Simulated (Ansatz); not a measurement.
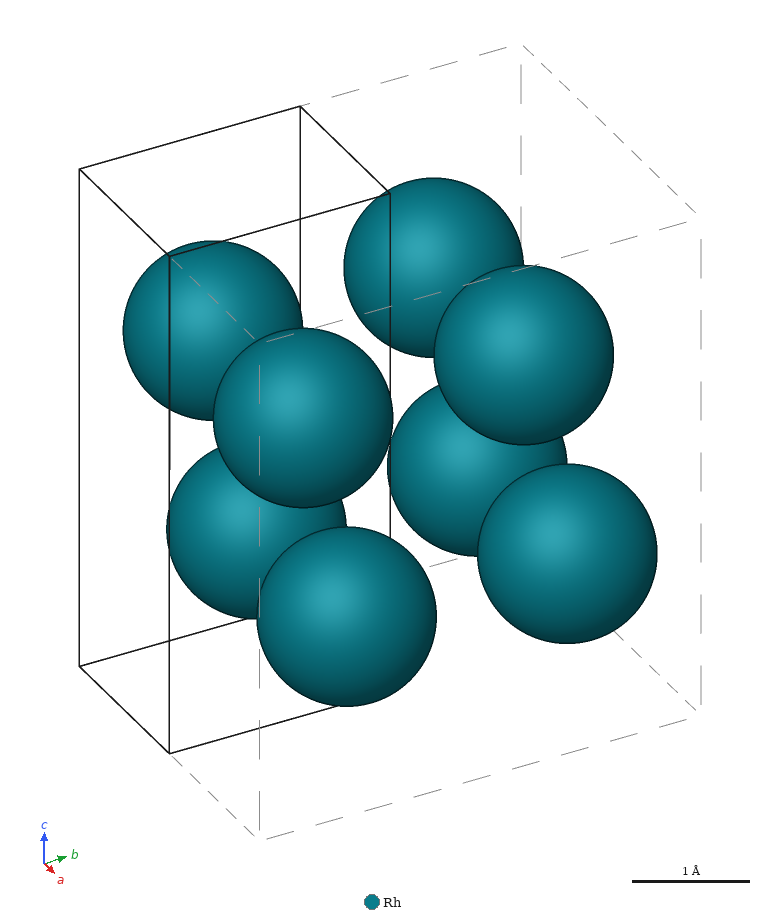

An orthographic spheres-only view of the structure, slightly off an axis. A 2×2×1 array of cells is drawn; the simulation cell has the solid edges.

Full input:
```yaml
crystal:
  lattice:
    - [2.9358024704, 0.0, 0.0]
    - [-1.4679012352, 2.3650972278, 0.0]
    - [0.0, 0.0, 4.428489]
  atoms:
    - { symbol: Rh, position: [0.6666666667, 0.3333333333, 0.75] }
    - { symbol: Rh, position: [0.3333333333, 0.6666666667, 0.25] }
basis:
  ecutwfc: 420
kpoints:
  mp_grid: { grid: [18, 18, 12] }
hamiltonian:
  xc: lda
scf:
  occupations: { method: methfessel_paxton, width: 0.02 }
output:
  forces: true
  stress: true
  eigenvalues: true
```
Run as:
```sh
ansatz run input.yaml --threads 1 --pin off --max-ram 2560MiB --backend cpu --events-out ev --progress --plain --runs-dir out
```

Run with DFT LDA, scalar-relativistic, plane waves, PAW in Ansatz 0.2.0 and these settings: plane waves up to 420 eV, an 18×18×12 k-point mesh, Methfessel-Paxton smearing of 0.02 eV, no spin polarisation.

### Is the electronic structure metallic or gapped?

A metal: bands cross the Fermi level.

### State the hydrostatic pressure.

The computed pressure is -30.9 GPa (stretched: it would shrink). The stress isn't hydrostatic: its largest component is 36.9 GPa.

Starting structure: a structure listed in the Materials Project. The cell was then strained or its atoms displaced on purpose. A calculation with Ansatz used it as input.

At this level of theory the cell isn't at rest (stretched, at -31 GPa), so its distances can differ from those at equilibrium, the more so the softer the solid.
